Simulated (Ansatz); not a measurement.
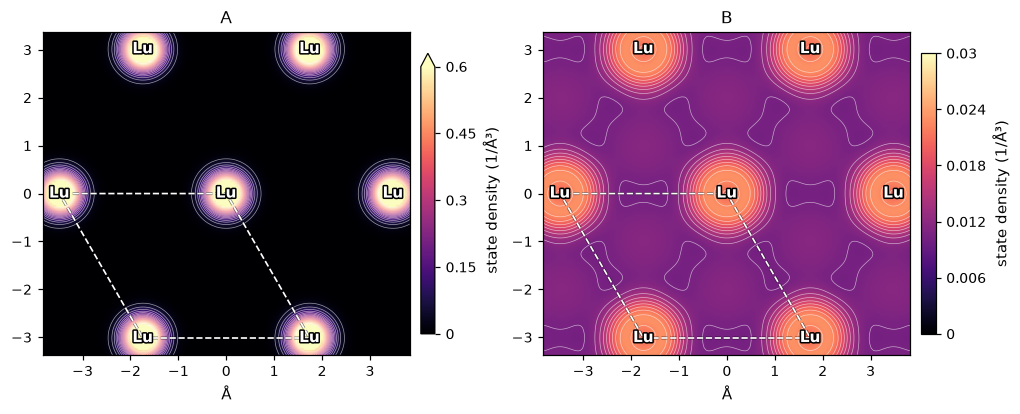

Lu: densities of the states in two energy windows, on the (001) plane of the conventional cell.

Space group R-3m; spin-polarised. The cell comes from a database of computed structures, not from a measurement.

Theory: Ansatz 0.2.0, DFT PBE, scalar-relativistic, plane waves, PAW.

Core electrons are frozen (PAW), so the fields are smoothed inside the atomic spheres.

**The windows, about the Fermi level, are −6.0 to −4.0 eV and −0.25 to +0.25 eV. Which panel shows which?**

Panel A: −6.0 to −4.0 eV, the lower third of the occupied valence band, mainly Lu 4f (over 95 %).
Panel B: −0.25 to +0.25 eV, the states at the Fermi level, mainly Lu 5d (95 %).
The characters are Löwdin shares on a minimal set of atomic orbitals.

The run took 7.5 min on 2 threads of Arm Neoverse N1, with other jobs on the host, peak memory 1.9 GiB.
